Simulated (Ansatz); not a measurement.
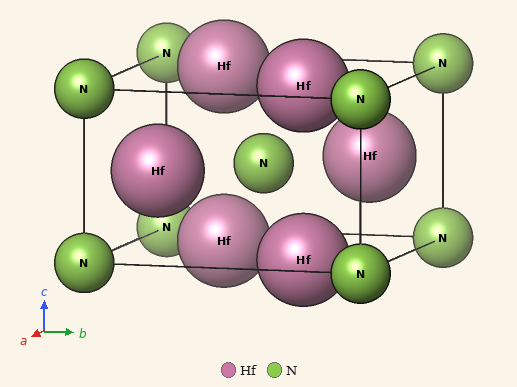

Drawn in the spheres-only manner and seen slightly off an axis. The lines enclose the conventional unit cell; boundary atoms appear with their images.

The formula is Hf2N. Space group P4_2/mnm (No. 136), lattice primitive tetragonal. The cell comprises 2 formula units: 4 Hf, 2 N.

The structure was taken from a structure listed in the Materials Project. Earlier steps of the study may have refined or changed the cell and positions. It was set up as input for a calculation with Ansatz.
